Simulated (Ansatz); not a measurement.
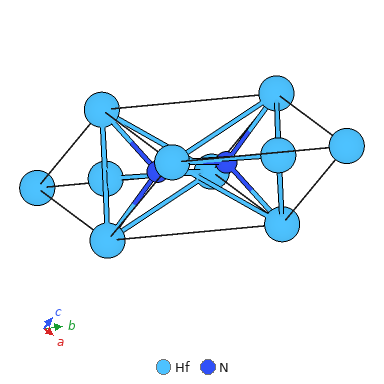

System: Hf₃N₂, space group R-3m (No. 166). The picture shows the cell.

Structure:
```yaml
crystal:
  lattice:
    - [1.59661, 0.92180, 7.71004]
    - [-1.59661, 0.92180, 7.71004]
    - [0.00000, -1.84361, 7.71004]
  atoms:
    - { symbol: Hf, position: [0.77875, 0.77875, 0.77875] }
    - { symbol: Hf, position: [0.22125, 0.22125, 0.22125] }
    - { symbol: Hf, position: [0.00000, 0.00000, 0.00000] }
    - { symbol: N, position: [0.61105, 0.61105, 0.61105] }
    - { symbol: N, position: [0.38895, 0.38895, 0.38895] }
```

Computed with Ansatz 0.2.0: elastic stress-strain coefficients at zero temperature from small strains of the given cell, Voigt order xx yy zz yz xz xy, Cartesian axes of the cell vectors; plane waves with PAW datasets, Γ-centred k mesh. Level: PBEsol, no spin polarisation.

- wave cutoff: 420 eV
- k mesh: 12×12×12
- occupations: Fermi–Dirac
- smearing width: 0.15 eV
- ions: relaxed
- strain amplitude: 0.005

Predict the sound velocities against the direction of travel in the xz plane, from the elastic constants and the density.

Along x the longitudinal wave runs at 5.55 km/s and the transverse ones at 3.67 and 2.76 km/s; along y the longitudinal wave runs at 5.58 km/s and the transverse ones at 3.42 and 3.01 km/s; along z the longitudinal wave runs at 5.38 km/s and the transverse ones at 3.06 and 3.06 km/s; along x + y they run at 5.57, 3.56 and 2.86 km/s (density 13.7 g/cm³). Over all directions E runs from 271 to 420 GPa, a ratio of 1.55. E is 356 GPa along x, 356 GPa along y and 330 GPa along z, and 285 GPa along the body diagonal x + y + z. The Hill averages are K = 220 GPa and G = 138 GPa, Poisson's ratio 0.24; K/G = 1.60.

Stiffness matrix C (GPa), Voigt order:
```
       xx     yy     zz     yz     xz     xy
xx  423.7  102.6  133.6  -36.9    0.0    0.0
yy  102.6  423.7  133.6   36.9    0.0    0.0
zz  133.6  133.6  398.0    0.0    0.0    0.0
yz  -36.9   36.9    0.0  129.1    0.0    0.0
xz    0.0    0.0    0.0    0.0  129.1  -36.9
xy    0.0    0.0    0.0    0.0  -36.9  160.5
```

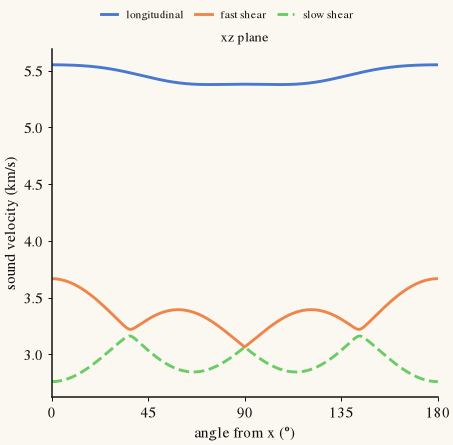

Keep in mind: metal sensitive to the k mesh.
